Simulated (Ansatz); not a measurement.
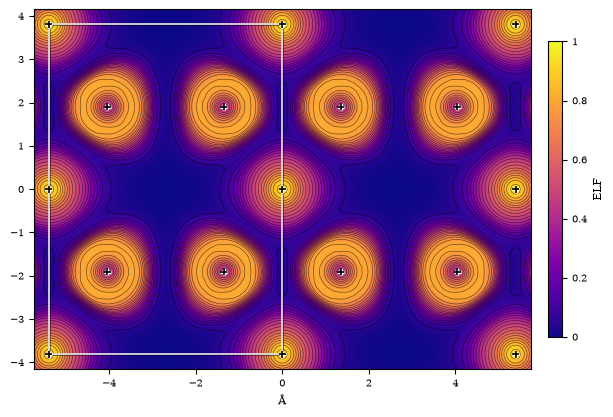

The ELF on a plane through atoms (crosses mark nuclei in the plane).

Level of theory: DFT PBE, scalar-relativistic, plane waves, PAW in Ansatz.

Candidates:
A. CdF2, a = 5.39 Å, b = 5.39 Å, c = 5.39 Å, α = 90.00°, β = 90.00°, γ = 90.00°. Space group Fm-3m; computed pressure about 5 GPa in this cell.
B. KI, a = 7.05 Å, b = 7.05 Å, c = 7.05 Å, α = 90.00°, β = 90.00°, γ = 90.00°. Space group Fm-3m.

> Which candidate gave the map?

Candidate A: CdF2 on the (011) plane of the conventional cell, which holds Cd and F. Cd–F (2.33 Å): the ELF is about 0.05 at the midpoint; no shared electron pair shows on this line.
